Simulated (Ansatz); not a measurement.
# Does disorder add resistance in series? Nb(100) layers with 50 % Al

Two lengths of the disordered region are known. What area resistance does the third give?

Set-up. Ansatz 0.2.0, plane waves with PAW datasets at their recommended cutoffs (420 eV for most), Fermi-Dirac smearing; ballistic transmission by layer matching. The area resistance is RA = A (h/2e²)(1/T − 1/N), with T the zone-mean transmission per spin and N the lead's channels, both averaged over a few energies near the Fermi level; for magnets each spin is taken apart, with h/e², and the two conduct in parallel. Lateral cell 2x2, PBE, a fresh random draw for each length.

The runs, with one result withheld:

| length (Å) | channels N | RA (fΩ m²) |
| --- | --- | --- |
| 6.61 | 10.92 | 1.69 |
| 13.2 | 10.96 | 2.57 |
| 19.8 | 10.92 | ? |

Worked fit:

Ohm's law makes RA linear in the length: the slope is (2.57 − 1.69)/(13.2 − 6.61) = 0.133 fΩ m² per Å, or 133 µΩ cm. Then 2.57 + 0.133 × 6.61. Predicted: 3.45 fΩ m².

What the run gave:

3.26 fΩ m², so the prediction is 5.8 % too high. The three lengths together give 119 µΩ cm. The two increments are 0.88 and 0.69 fΩ m², roughly as Ohm's law has it, though with one draw for each length that is a weak test.

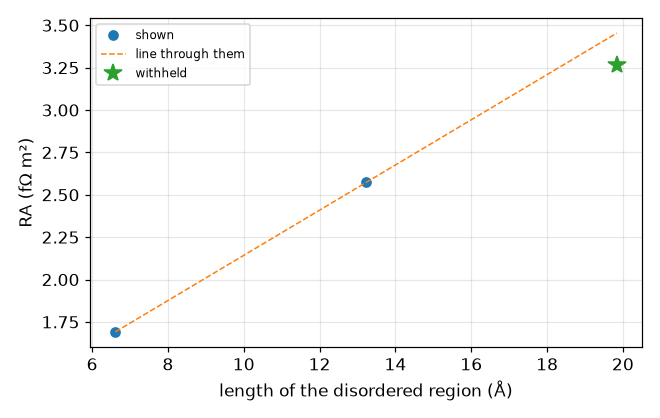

Area resistance against length.

Caveats: The scatterers repeat sideways with the small cell. The slope is a raw one; a model of isotropic scattering puts it 1.00 times the bulk value over these lengths. Atoms sit unrelaxed on the host's lattice, and the pair may not mix at random in practice.
